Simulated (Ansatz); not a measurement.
## Electronic structure of GaP in real space

Input file:

```
crystal:
  lattice:
    - [0.0, 2.7525368112, 2.7525368112]
    - [2.7525368112, 0.0, 2.7525368112]
    - [2.7525368112, 2.7525368112, 0.0]
  atoms:
    - { symbol: Ga, position: [0.0, 0.0, 0.0] }
    - { symbol: P, position: [0.75, 0.75, 0.75] }
basis:
  ecutwfc: 420
kpoints:
  mp_grid: { grid: [8, 8, 8] }
  band_path: { path: [VBM, CBM], npoints: 2 }
hamiltonian:
  xc: pbe
scf:
  occupations: { method: gaussian, width: 0.02 }
output:
  forces: true
  stress: true
  eigenvalues: true
  write_density: true
  write_potential: true
  elf: true
  volumetric_format: npy
```

Run with:

```sh
ansatz run input.yaml --threads 1 --pin off --max-ram 2560MiB --backend cpu --events-out ev --progress --plain --runs-dir out
```

Below, planes, directions and counts refer to the conventional cell (a = 5.51 Å, b = 5.51 Å, c = 5.51 Å, α = 90.00°, β = 90.00°, γ = 90.00°).

Space group F-43m.

These are results of DFT PBE, scalar-relativistic, plane waves, PAW in Ansatz 0.2.0, not measurements.

The density is the valence pseudo-density of a PAW calculation; it isn't the true density close to the nuclei.

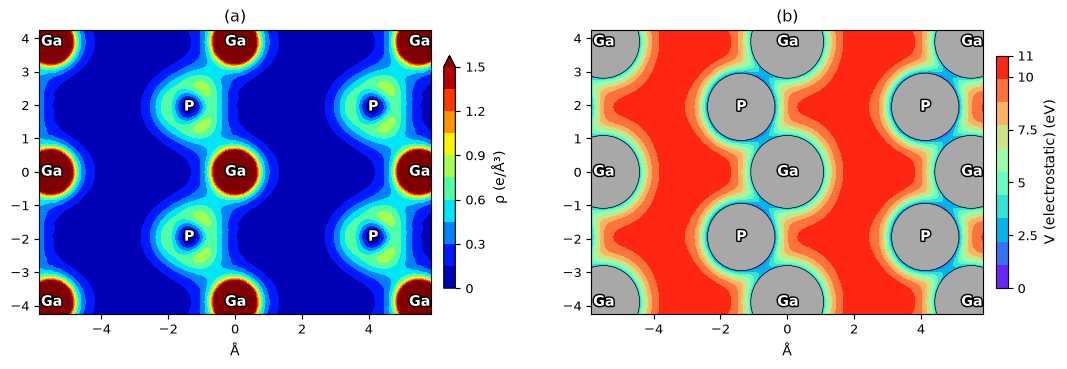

Figure 1. (a) valence electron density; (b) electrostatic potential (local pseudopotential plus Hartree) felt by an electron on the (110) plane of the conventional cell. Grey discs cover the atomic cores in the potential map.

**What does the map show?**

- The section cuts through Ga and P sites.
- Ga–P (2.38 Å): ρ is about 0.53 e/Å³ halfway.
- Between the atoms the lowest density in this plane is 0.02 e/Å³.
- Outside the cores the potential energy rises away from the atoms and is highest about 2.4 Å from the nearest atoms; its zero is arbitrary.

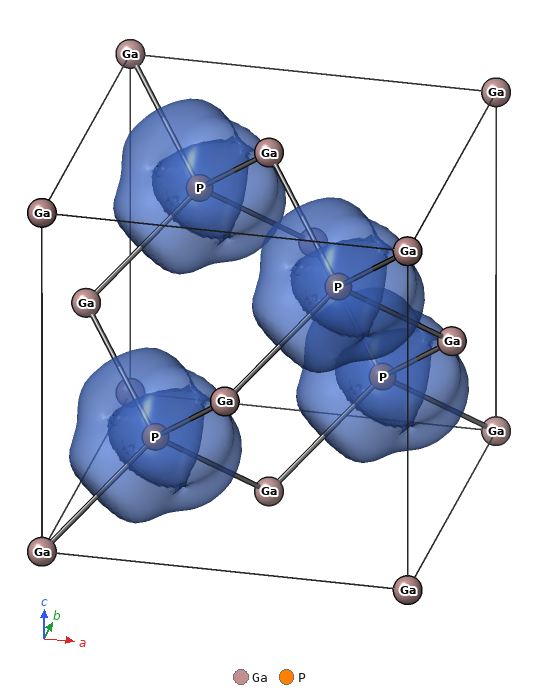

Figure 2. Isosurface of the ELF at 0.7 (blue), seen at an oblique angle. Only the valence region is drawn (cores and ρ < 0.01 e/Å³ removed). Sticks mark near contacts.

**What do the ELF domains correspond to?**

At this value the surface marks out four regions on P in which the atom's valence shell and bonds are merged, counted in one cell of 8 atoms. Regions shared between cells count once. Profiles from the grid: Ga–P (2.38 Å): the ELF peaks at about 0.90 in the valence shell of P, 0.9 Å from its nucleus, and is about 0.75 at the midpoint.

**Does the calculation give a band gap?**

It is gapped, with a Kohn–Sham gap of 1.6 eV on the k-point mesh, an upper bound to the gap of this method.
